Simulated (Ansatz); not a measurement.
# What a change does: single-point calculation on ScAl

System: ScAl (P4mm, 2 atoms in the cell).
Method of run A: DFT r2SCAN, scalar-relativistic, plane waves, PAW, no spin polarisation (Ansatz 0.2.0).

The structure derives from a Materials Project entry. Text and figures count atoms from 1; the logs count them from 0 in places.

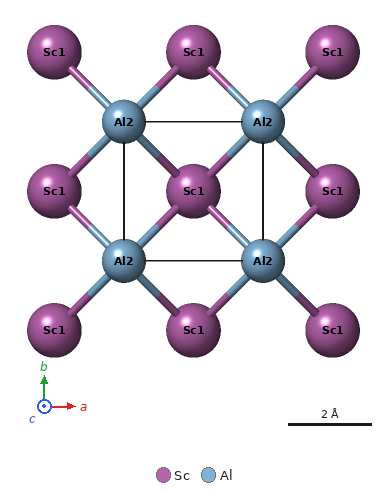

Figure 1. The input geometry (ball-and-stick view of the cell of the calculation, set on other vectors, along the c axis; bonded neighbours outside the cell are drawn too; atoms are numbered from 1 in the order of the input). An atom can appear more than once, as a periodic image.

**Input, run A**
```yaml
crystal:
  lattice:
    - [3.3690951253, 0.0, 0.0]
    - [0.0, 3.3690951253, 0.0]
    - [0.0, 0.0, 3.3690951253]
  atoms:
    - { symbol: Sc, position: [0.5356284281, 0.5, 0.5] }
    - { symbol: Al, position: [-0.0593631205, 0.0, 0.0] }
basis:
  ecutwfc: 500
kpoints:
  mp_grid: { grid: [18, 18, 18] }
hamiltonian:
  xc: r2scan
scf:
  occupations: { method: gaussian, width: 0.15 }
output:
  forces: true
  stress: true
  eigenvalues: true
```

Launched with:
```bash
ansatz run input.yaml --threads 2 --pin off --max-ram 5120MiB --backend cpu --events-out ev --progress --plain --runs-dir out
```

Hardware: 2 threads of Oxide Virtual Turin-like (Zen 5), 32 GiB of memory available, shared host.

**Output, shortened to warnings, some set-up lines, iterations and results (run A)**
```
Basis set: ecut = 500 eV, 949 PW (Γ), exchange–correlation on 100×100×100 points (64 copies of the dense FFT grid, shifted against one another)
Symmetry: 8 space group operations
k-points: 550 of 5832 (time reversal used)
Initial density: superposition of atomic densities (neutral atoms: chi_scale 0, normalization atom), corrected by the library's trained network
[...]
SCF iter   1: F=—  HF=-2681.660374 eV  |F-HF|=—  |Δ(HF+E_count)|=         —  Δρ=7.78e-3  dr2=1.99e-2  dr2_τ=1.01e-2  ethr=1.77e-3  ⟨swp⟩=5.0  Hψ=32093  notcnv=0
SCF iter   2: F=—  HF=-2681.696497 eV  |F-HF|=—  |Δ(HF+E_count)|=   3.61e-2  Δρ=3.57e-3  dr2=4.41e-3  dr2_τ=1.79e-4  ethr=1.42e-4  ⟨swp⟩=2.5  Hψ=15861  notcnv=0
SCF iter   3: F=—  HF=-2681.695874 eV  |F-HF|=—  |Δ(HF+E_count)|=   6.23e-4  Δρ=6.76e-4  dr2=1.84e-4  dr2_τ=1.32e-5  ethr=3.15e-5  ⟨swp⟩=2.7  Hψ=9370  notcnv=0
SCF iter   4: F=—  HF=-2681.695905 eV  |F-HF|=—  |Δ(HF+E_count)|=   3.09e-5  Δρ=2.09e-4  dr2=2.43e-5  dr2_τ=1.26e-6  ethr=1.31e-6  ⟨swp⟩=2.3  Hψ=9520  notcnv=0
SCF iter   5: F=—  HF=-2681.695900 eV  |F-HF|=—  |Δ(HF+E_count)|=   4.21e-6  Δρ=3.83e-5  dr2=3.06e-7  dr2_τ=3.13e-8  ethr=1.74e-7  ⟨swp⟩=2.5  Hψ=8768  notcnv=0
SCF iter   6: F=-2681.695901 eV  HF=-2681.695901 eV  |F-HF|=6.66e-10  |Δ(HF+E_count)|=   4.04e-7  Δρ=6.77e-6  dr2=1.12e-8  dr2_τ=1.77e-9  ethr=7.14e-10  ⟨swp⟩=5.0  Hψ=26797  …
SCF 1 converged in 6 iterations: F = -2681.695901 eV  dr2 = 1.12e-8
SCF converged after 6 iterations
Free energy (F): -2681.695901 eV
Harris-Foulkes:  -2681.695901 eV  (|F-HF|=6.66e-10)
Internal energy: -2681.687821 eV  (E = F + TS)
E sigma→0 (E₀):  -2681.691861 eV
Entropy (-TS):   -0.008080 eV (-4.040 meV/atom)
Fermi energy:    9.689744 eV
--- Per-component energies (eV) ---
  E_band       = -162.801323
  E_kinetic    = 285.650696
  E_local      = -918.615397  (includes V_loc(G=0)·N_el)
  E_nonlocal   = 92.297938
  E_hartree    = 333.315097
  E_xc         = -137.603633
  E_vxc        = -173.545308  (∫ρ·V_xc dr)
  E_paw        = -1437.683994  (= ΣΔE_a)
  E_vpaw       = -125.665340  (= ΣTr[D̂ρ^β])
  E_aug_tail   = 0.000004  (compensation charges beyond the density's cutoff)
  E_vtau       = 10.446724  (kinetic-family band-sum trace: ∫τ·v_τ [+ j·A + Jᵃ·Aᵃ] dr)
  E_ewald      = -898.749932
  E_core_change = -0.298600  (= ΣΔE_core)
  E_smearing   = -0.008080  (= −TS)
  E_closure    = 0.000000  (closes the sum)
  Σ components = -2681.695901   (vs F -2681.695901, Δ=0.00e0)
--- Forces (eV/Å), atoms counted from 1 ---
  atom   1  Sc    -1.69167308    -0.00000000     0.00000000
  atom   2  Al     1.69175678     0.00000000     0.00000000
  max |Σ_I F_I| component: 8.37e-5 eV/Å
--- Stress (GPa, compression-positive) ---
        1.584834       0.000000       0.000000
        0.000000       3.504725       0.000000
        0.000000       0.000000       3.504725
  P = ⅓ Tr σ = 2.8648 GPa (28.648 kbar)
```

The input of run B differs as follows (lines with − go, lines with + come):
```diff
-    - { symbol: Sc, position: [0.5356284281, 0.5, 0.5] }
-    - { symbol: Al, position: [-0.0593631205, 0.0, 0.0] }
+    - { symbol: Sc, position: [0.4688251254, 0.5, 0.5] }
+    - { symbol: Al, position: [0.0519427305, 0.0, 0.0] }
```

What does this change do to the results?

With the same functional and potentials, run B lies 31.8 meV per atom lower. The pressure goes from 2.86 to 2.23 GPa. The largest force goes from 1.692 to 1.487 eV/Å. The number of SCF iterations is the same.

**Output, shortened to warnings, some set-up lines, iterations and results (run B)**
```
Basis set: ecut = 500 eV, 949 PW (Γ), exchange–correlation on 100×100×100 points (64 copies of the dense FFT grid, shifted against one another)
Symmetry: 8 space group operations
k-points: 550 of 5832 (time reversal used)
Initial density: superposition of atomic densities (neutral atoms: chi_scale 0, normalization atom), corrected by the library's trained network
[...]
SCF iter   1: F=—  HF=-2681.724710 eV  |F-HF|=—  |Δ(HF+E_count)|=         —  Δρ=7.76e-3  dr2=1.98e-2  dr2_τ=9.82e-3  ethr=1.77e-3  ⟨swp⟩=5.0  Hψ=32100  notcnv=0
SCF iter   2: F=—  HF=-2681.760136 eV  |F-HF|=—  |Δ(HF+E_count)|=   3.54e-2  Δρ=3.55e-3  dr2=4.38e-3  dr2_τ=1.78e-4  ethr=1.42e-4  ⟨swp⟩=2.5  Hψ=15849  notcnv=0
SCF iter   3: F=—  HF=-2681.759475 eV  |F-HF|=—  |Δ(HF+E_count)|=   6.60e-4  Δρ=6.71e-4  dr2=1.81e-4  dr2_τ=1.30e-5  ethr=3.13e-5  ⟨swp⟩=2.7  Hψ=9360  notcnv=0
SCF iter   4: F=—  HF=-2681.759505 eV  |F-HF|=—  |Δ(HF+E_count)|=   2.98e-5  Δρ=2.10e-4  dr2=2.46e-5  dr2_τ=1.29e-6  ethr=1.29e-6  ⟨swp⟩=2.3  Hψ=9458  notcnv=0
SCF iter   5: F=—  HF=-2681.759500 eV  |F-HF|=—  |Δ(HF+E_count)|=   4.91e-6  Δρ=3.84e-5  dr2=3.06e-7  dr2_τ=3.27e-8  ethr=1.76e-7  ⟨swp⟩=2.5  Hψ=8804  notcnv=0
SCF iter   6: F=-2681.759500 eV  HF=-2681.759500 eV  |F-HF|=1.78e-10  |Δ(HF+E_count)|=   3.92e-7  Δρ=6.42e-6  dr2=9.67e-9  dr2_τ=1.70e-9  ethr=7.14e-10  ⟨swp⟩=5.0  Hψ=26664  …
SCF 1 converged in 6 iterations: F = -2681.759500 eV  dr2 = 9.67e-9
SCF converged after 6 iterations
Free energy (F): -2681.759500 eV
Harris-Foulkes:  -2681.759500 eV  (|F-HF|=1.78e-10)
Internal energy: -2681.751425 eV  (E = F + TS)
E sigma→0 (E₀):  -2681.755463 eV
Entropy (-TS):   -0.008075 eV (-4.038 meV/atom)
Fermi energy:    9.700208 eV
--- Per-component energies (eV) ---
  E_band       = -162.825219
  E_kinetic    = 285.494596
  E_local      = -917.300547  (includes V_loc(G=0)·N_el)
  E_nonlocal   = 92.176404
  E_hartree    = 332.729250
  E_xc         = -137.571620
  E_vxc        = -173.491330  (∫ρ·V_xc dr)
  E_paw        = -1437.635505  (= ΣΔE_a)
  E_vpaw       = -125.599997  (= ΣTr[D̂ρ^β])
  E_aug_tail   = 0.000004  (compensation charges beyond the density's cutoff)
  E_vtau       = 10.437697  (kinetic-family band-sum trace: ∫τ·v_τ [+ j·A + Jᵃ·Aᵃ] dr)
  E_ewald      = -899.345409
  E_core_change = -0.298600  (= ΣΔE_core)
  E_smearing   = -0.008075  (= −TS)
  E_closure    = 0.000000  (closes the sum)
  Σ components = -2681.759500   (vs F -2681.759500, Δ=0.00e0)
--- Forces (eV/Å), atoms counted from 1 ---
  atom   1  Sc     1.48724182     0.00000000     0.00000000
  atom   2  Al    -1.48728154    -0.00000000     0.00000000
  max |Σ_I F_I| component: 3.97e-5 eV/Å
--- Stress (GPa, compression-positive) ---
        1.264585       0.000000       0.000000
        0.000000       2.705520       0.000000
        0.000000       0.000000       2.705520
  P = ⅓ Tr σ = 2.2252 GPa (22.252 kbar)
```

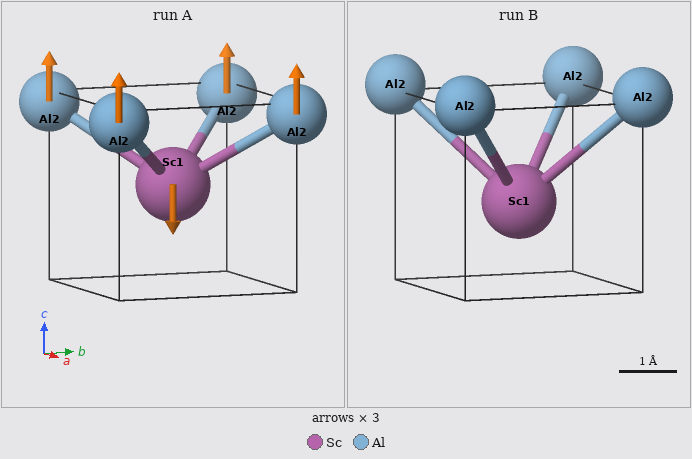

Figure 2. The two input geometries at one scale (ball-and-stick view of the cell of the calculation, set on other vectors, seen slightly off an axis). The orange arrows on the first give the shifts of the atoms relative to the cell, with their mean removed, magnified 3 times. The largest moves, 0.30 Å, are those of Sc1 and Al2. Largest moves by element: Sc 0.30 Å, Al 0.30 Å. (The mean shift of all atoms is removed.) The cell stays as it was. Among the contacts that change: Sc1–Al2 3.113 → 2.766 Å.

**The two runs side by side**

| quantity | run A | run B |
| --- | --- | --- |
| outcome | converged | converged |
| free energy per atom (eV) | −1340.8480 | −1340.8798 |
| energy per atom, smearing taken to zero (eV) | −1340.8459 | −1340.8777 |
| gap on the mesh (eV) | 0.00 | 0.00 |
| pressure (GPa) | 2.86 | 2.23 |
| largest force (eV/Å) | 1.692 | 1.487 |
| SCF iterations | 6 | 6 |
| irreducible k-points | 550 | 550 |
| plane waves at Γ | 949 | 949 |
| wall time (shared host) | 23 s | 20 s |
